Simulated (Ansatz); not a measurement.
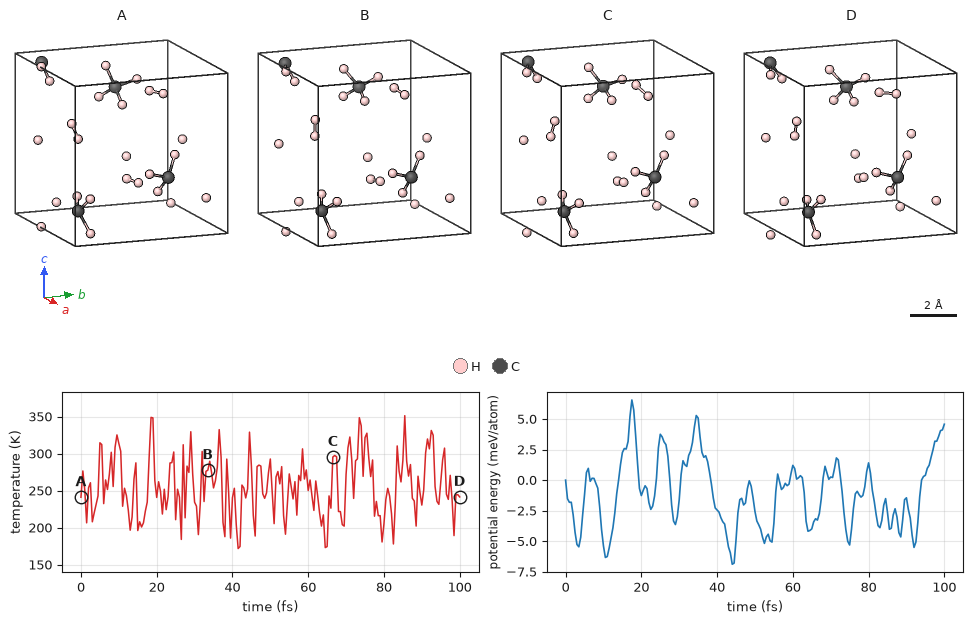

A Born-Oppenheimer molecular dynamics run of a periodic cell with 4 H2 + 4 CH4 at 0.322 g/cm³, 100 fs long. It starts from the last geometry of an earlier run, with fresh velocities. Frames (A at 0 fs, B at 34 fs, C at 66 fs, D at 100 fs) and the history of the run. A ball-and-stick model of the simulation cell, seen slightly off an axis.

All numbers below come from DFT PBE-D3(BJ), scalar-relativistic, plane waves, PAW in Ansatz. Settings: plane-wave cutoff 420 eV; k-point mesh 1 × 1 × 1; Fermi-Dirac smearing 0.05 eV; low-accuracy preset; Langevin thermostat (NVT); set temperature 250 K; time step 0.5 fs; friction 1 per fs.

> What happens in this trajectory?

Over the second half the temperature averages 257 K (spread ±40 K). The potential energy in the second half lies on average 1.5 meV per atom below the first frame. Root-mean-square distances from the starting positions over the second half, with the common drift of all atoms taken out: H 0.24 Å, C 0.06 Å. The heavy atoms stay within a fraction of a molecule's size of their starting places; so short a run doesn't tell a liquid from a solid. The friction is so strong that the slow modes are overdamped, and the motion no longer resembles free dynamics.

Limits of the set-up: the program's low-accuracy preset was used; the periodic images lie only 7.2 Å apart, so the values are limited by the cell's size.

The run took 4.7 min on 1 thread of Arm Neoverse V1, on a shared host, peak memory 0.41 GiB.
